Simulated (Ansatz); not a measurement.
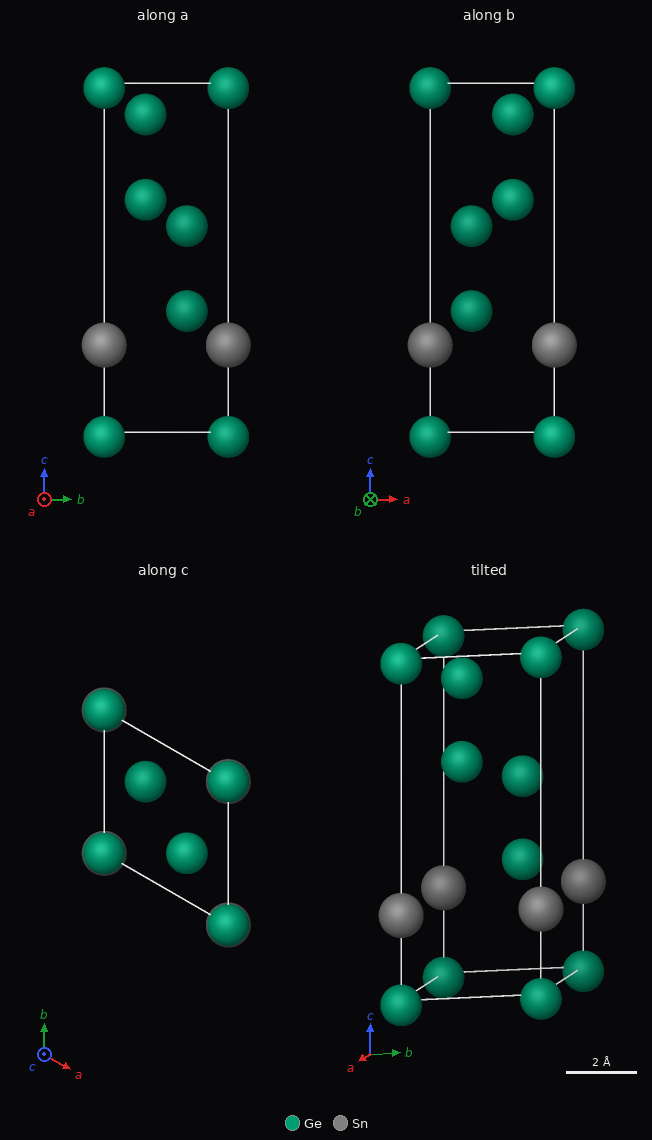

Drawn in the spheres-only manner and seen along the a axis, along the b axis, along the c axis and slightly off an axis. The frame is the conventional unit cell; atoms at its boundary are shown with their periodic copies.

Lattice parameters: a = 4.139 Å, b = 4.139 Å, c = 10.073 Å, α = 90.00°, β = 90.00°, γ = 120.00°.

Q: Convert the drawing into a table of Wyckoff sites, with free fractional coordinates to two decimals.

A: Space group P3m1 (No. 156).
| atom | site | x | y | z |
| --- | --- | --- | --- | --- |
| Ge | 1a | 0.00 | 0.00 | 0.99 |
| Ge | 1c | 0.6667 | 0.3333 | 0.67 |
| Ge | 1b | 0.3333 | 0.6667 | 0.35 |
| Ge | 1c | 0.6667 | 0.3333 | 0.91 |
| Ge | 1b | 0.3333 | 0.6667 | 0.59 |
| Sn | 1a | 0.00 | 0.00 | 0.25 |

The initial geometry was a structure type filled with these elements by a generator (whether the compound takes this form wasn't checked). Earlier steps of the study, as a rule a relaxation of our own, may have changed the cell and positions, so they can lie some per cent off the listed ones. It went into a calculation with Ansatz.
